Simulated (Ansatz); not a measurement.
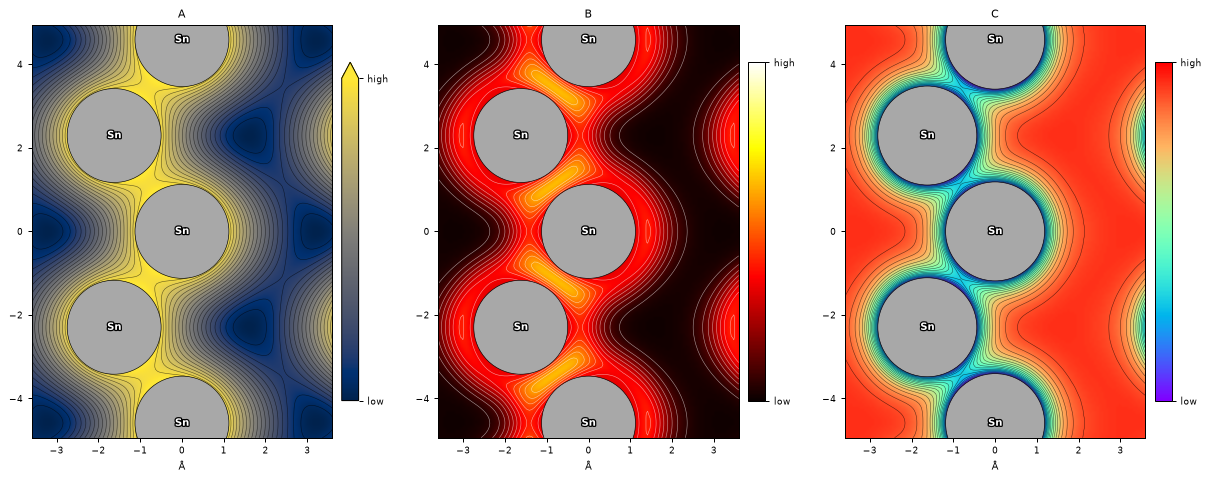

Sn: 3 fields on the (101) plane of the conventional cell, with unlabelled colour scales. Grey discs cover the atomic cores.

Space group Fd-3m.

Theory: DFT PBEsol, scalar-relativistic, plane waves, PAW in Ansatz.

Question: Which field does each panel show? The fields are: electron localisation function, electrostatic potential energy of an electron and valence pseudo-density.

Answer: Panel A: valence pseudo-density. Panel B: electron localisation function. Panel C: electrostatic potential energy of an electron (low next to the atoms, rising into the space between them). From the grid: Sn–Sn (2.81 Å): the density is about 0.36 e/Å³ at the midpoint; the ELF peaks at about 0.65 between the atoms.
